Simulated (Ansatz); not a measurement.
Input file:

```
crystal:
  lattice:
    - [3.5230547267, 0.0, 0.0]
    - [0.0, 3.5230547267, 0.0]
    - [0.0, 0.0, 3.5230547267]
  atoms:
    - { symbol: Al, position: [0.0, 0.0, 0.0] }
    - { symbol: Ni, position: [0.0, 0.5, 0.5], spin: 1.5 }
    - { symbol: Ni, position: [0.5, 0.0, 0.5], spin: 1.5 }
    - { symbol: Ni, position: [0.5, 0.5, 0.0], spin: 1.5 }
magnetization:
  spin_polarized: true
kpoints:
  mp_grid: { grid: [8, 8, 8] }
scf:
  occupations: { method: fermi_dirac, width: 0.03 }
  lower_state_search: "off"
hamiltonian:
  xc: pbe
  pseudopotentials: { kind: paw }
output:
  forces: true
  stress: true
  eigenvalues: true
  write_density: true
  write_potential: true
  elf: true
  volumetric_format: npy
```

Launched as:

```sh
ansatz run input.yaml --threads 2 --pin off --max-ram 4096MiB --backend cpu --events-out ev --progress --plain --runs-dir out
```

Below, planes, directions and counts refer to the conventional cell (a = 3.52 Å, b = 3.52 Å, c = 3.52 Å, α = 90.00°, β = 90.00°, γ = 90.00°).

Space group Pm-3m; a structure from a database of computed crystals, not necessarily the ambient phase; computed pressure about 7 GPa in this cell; spin-polarised.

Level of theory: DFT, PBE, PAW with Ansatz's default frozen-core files, scalar-relativistic in Ansatz.

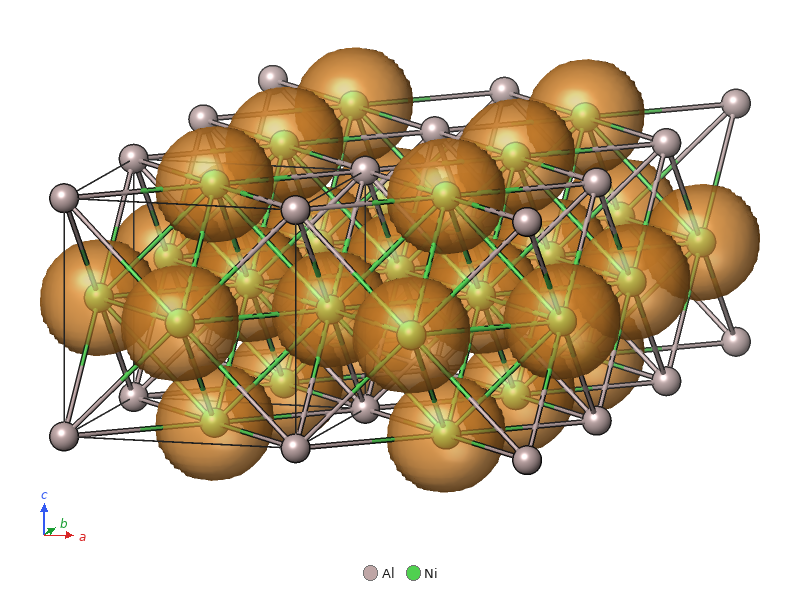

AlNi₃. Isosurface of the valence electron density at 0.8 e/Å³ (orange), seen slightly off an axis. Sticks mark near contacts.

In a PAW calculation such maps are meaningful between the atoms, not at the nuclei.

> What does this surface tell about the bonding?

At this value the density breaks into separate islands; it holds about 80 % of the electrons treated as valence (semicore included). It bridges none of the near contacts. It is pinched off along the sampled Al–Ni (2.49 Å) and Ni–Ni (2.49 Å) contacts. On the grid the lowest density along these lines, outside the cores, is 0.25 e/Å³ (Al–Ni, 2.49 Å) and 0.34 e/Å³ (Ni–Ni, 2.49 Å).
